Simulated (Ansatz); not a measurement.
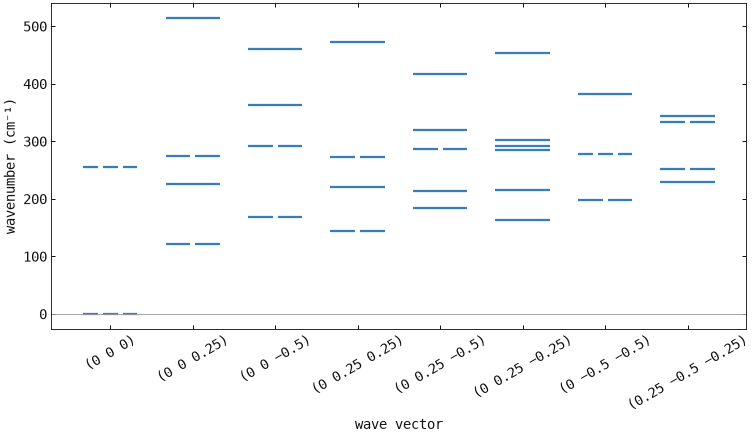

Plotted: phonon frequencies at several wave vectors (in fractions of the reciprocal vectors of the given cell) for CaO, space group Fm-3m (No. 225) (cell built by us, not taken from a database). Imaginary frequencies are drawn as negative.

Structure:
```yaml
crystal:
  lattice:
    - [0.00000, 2.41539, 2.41539]
    - [2.41539, 0.00000, 2.41539]
    - [2.41539, 2.41539, 0.00000]
  atoms:
    - { symbol: Ca, position: [0.50000, 0.50000, 0.50000] }
    - { symbol: O, position: [0.00000, 0.00000, 0.00000] }
```

How it was computed, with Ansatz 0.2.0: harmonic phonon frequencies at the irreducible points of a q mesh with atoms at rest in the given cell, q in fractions of the reciprocal cell vectors, no long-range term at q = 0, imaginary frequencies are negative, the first points where there are many; plane waves with PAW datasets. Level: PBE, no spin polarisation.

wave cutoff 420 eV; k mesh 8×8×8; occupations fixed; pressure 0 GPa; phonon method linear response; q mesh 4×4×4.

### Are there unstable modes?

No frequency is imaginary, so the structure is stable to these displacements at the wave vectors computed.

### Where does the highest mode lie?

The highest mode among the wave vectors computed lies at 513.9 cm⁻¹, at (0 0 0.25) (at the zone centre itself the field of polar modes is left out).
